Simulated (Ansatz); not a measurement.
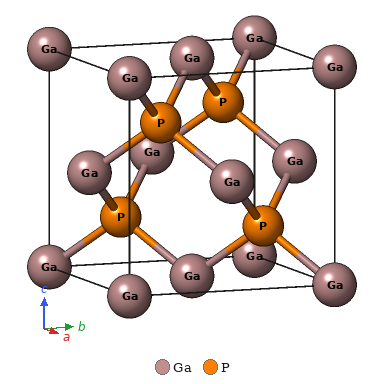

System: GaP, space group F-43m (No. 216). The picture shows the conventional cell.

Input file:
```
crystal:
  lattice:
    - [0.0, 2.6455897976, 2.6455897976]
    - [2.6455897976, 0.0, 2.6455897976]
    - [2.6455897976, 2.6455897976, 0.0]
  atoms:
    - { symbol: Ga, position: [0.0, 0.0, 0.0] }
    - { symbol: P, position: [0.75, 0.75, 0.75] }
basis:
  ecutwfc: 420
kpoints:
  mp_grid: { grid: [10, 10, 10] }
hamiltonian:
  xc: pbe
scf:
  occupations: { method: fixed }
output:
  eigenvalues: true
phonons:
  method: dfpt
  dielectric: true
  rigid_motions: translations
  eigenvectors: true
```

Command:
```bash
ansatz run input.yaml --threads 1 --pin off --max-ram 3072MiB --backend cpu --events-out ev --progress --plain --runs-dir out
```

Calculation (Ansatz 0.2.0): optical phonons of an insulator on the approach to the zone centre along x, y and z with the field of polar modes, imaginary frequencies are negative, field response on a mesh refined by the program; plane waves with PAW datasets. Level: PBE, no spin polarisation.

wave cutoff 420 eV; k mesh 10×10×10; occupations fixed; pressure 12 GPa.

Describe the result: the polar optical modes, transverse and longitudinal, approaching the zone centre along x.

The transverse (TO, twofold) lines lie at 398.0 and the longitudinal (LO) ones at 428.4 cm⁻¹, the same along x, y and z by the cubic symmetry.

| at | frequency (cm⁻¹) | degeneracy | dipole strength ((D/Å)²/amu) |
| --- | --- | --- | --- |
| x | 398.0 | 2 | 8.64 |
| x | 428.4 | 1 | 4.32 |

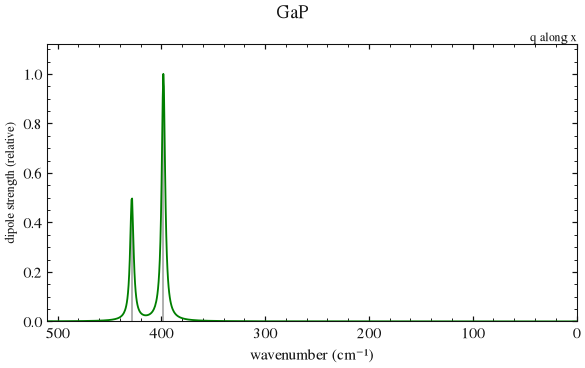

Lines are broadened by Lorentzians of 4 cm⁻¹ full width; the spectrum is scaled to its strongest line.

Limits of the calculation: field response not converged on the k mesh.
